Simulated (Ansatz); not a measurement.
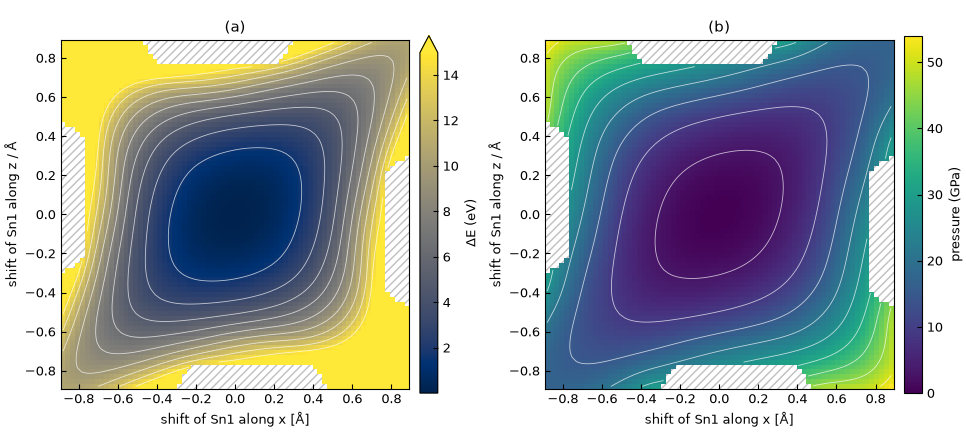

SnO2 (Fd-3m, No. 227; 12 atoms in the cell). One atom moved over a plane, all else fixed (x, y and z along the cube axes). First axis: shift of Sn1 along x. Second axis: shift of Sn1 along z. Nothing is relaxed (all other atoms fixed). The grid has 11 × 11 points; 32 points were computed and 73 follow by symmetry. At 16 points there is no value (left out of the scan, as a rule where atoms come close). Points are written as (first, second). Energies are in eV per cell, from the lowest grid point. The band gap closes in part of the range. These are results of Ansatz 0.2.0, DFT LDA, scalar-relativistic, plane waves, PAW, not measurements. Settings: cutoff 420 eV, k-mesh 6×6×6, gaussian smearing 0.05 eV, no spin polarisation.

Panel (a) is the energy; panel (b) is the computed pressure, in GPa.

In the figure: a smooth colour map with a few white contour lines, one colour for all values above the top of the scale, hatched blanks where no value was computed. Between grid points the surface is interpolated.

### How does the pressure vary over the map, and what is it at the lowest grid point?

Leaving out the highest fifth of the energies, it runs from 0.0 GPa at (0.000 Å, 0.000 Å) to 26.7 GPa at (−0.704 Å, 0.352 Å). At the lowest grid point, (0.000 Å, 0.000 Å), it is 0.0 GPa.

PAW datasets: the set soft_1.
